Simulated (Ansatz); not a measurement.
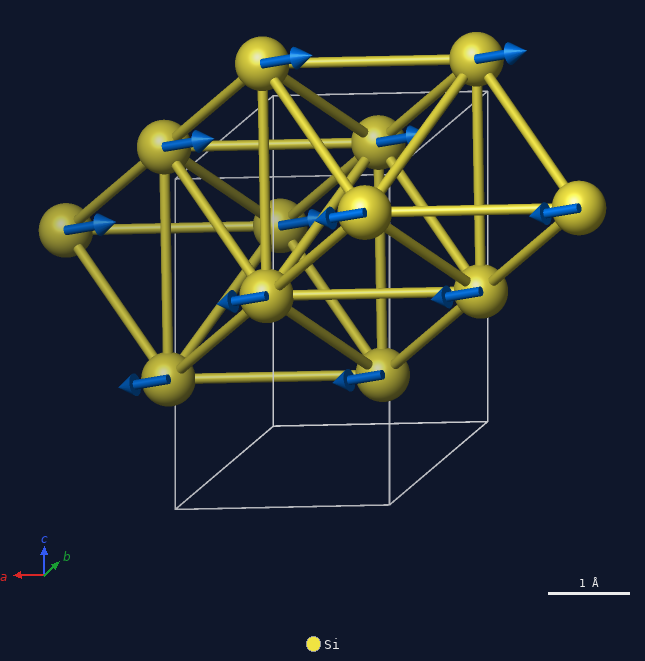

A relaxation of crystalline Si (set up in P-1). The starting structure is drawn; blue arrows show the displacements (the part carried along by the change of the cell is left out), at their true length.

Style: ball-and-stick. Shown: the cell of the calculation, repeated 2 × 3 × 1 with one cell outlined, from a free direction.

Case: all atoms moved at random, sigma 0.05 Å for each component; relaxed back.

The calculation used DFT LDA, scalar-relativistic, plane waves, PAW (Ansatz).

Input
```yaml
crystal:
  lattice:
    - [2.6510666862, 0.0, 0.0]
    - [-1.3255333431, 2.2958910974, 0.0]
    - [0.0, 0.0, 4.5417424135]
  atoms:
    - { symbol: Si, position: [0.3238790356, 0.6375649606, 0.2376999167] }
    - { symbol: Si, position: [0.6761209644, 0.3624350394, 0.7623000833] }
basis:
  ecutwfc: 420
kpoints:
  mp_grid: { grid: [12, 12, 8] }
hamiltonian:
  xc: lda
scf:
  occupations: { method: gaussian, width: 0.15 }
output:
  forces: true
  stress: true
  eigenvalues: true
  write_density: true
  write_potential: true
  elf: true
  volumetric_format: npy
relax:
  adjacent_minimum: "off"
  f_tol: 0.01
  max_steps: 80
  cell: { stress_tol: 0.1 }
```

Launched with:
```bash
ansatz run input.yaml --threads 1 --pin off --max-ram 2560MiB --backend cpu --events-out ev --progress --plain --runs-dir out
```

**Describe the change and its energy.**

After 11 accepted moves (13 points after the start) the energy has fallen by 210 meV per atom. Largest force component: 0.44 eV/Å at the start, under 0.0001 eV/Å at the end. The pressure goes from 0.57 to 0.00 GPa. At 2 points the geometry stayed and the basis and grid were re-selected for the new cell (energy shift of 0.8 meV per atom at most each time). The largest moves relative to the cell, 0.72 Å, are those of Si1 and Si2. Si1 goes roughly along [1 −1 0]. Cell: a 2.651 → 2.578 Å (−2.7 %), b 2.651 → 2.691 Å (+1.5 %), c 4.542 → 4.929 Å (+8.5 %), γ 120.0° → 121.4°. Volume +5.5 %. Among the contacts that change: Si1–Si2 2.625 → 3.567 Å, Si1–Si2 (another image) 2.726 → 3.649 Å, Si1–Si2 (another image) 2.812 → 3.567 Å, Si1–Si2 (another image) 2.906 → 3.649 Å. Within 0.06 Å the space group is C2/m at the start and Cmmm at the end; at a tighter tolerance small leftover displacements or strains of the cell lower it. The run took 3.8 min on 1 thread of Intel(R) Xeon(R) Platinum 8259CL CPU @ 2.50GHz (Skylake/Cascade Lake) (shared host), peak memory 0.51 GiB.
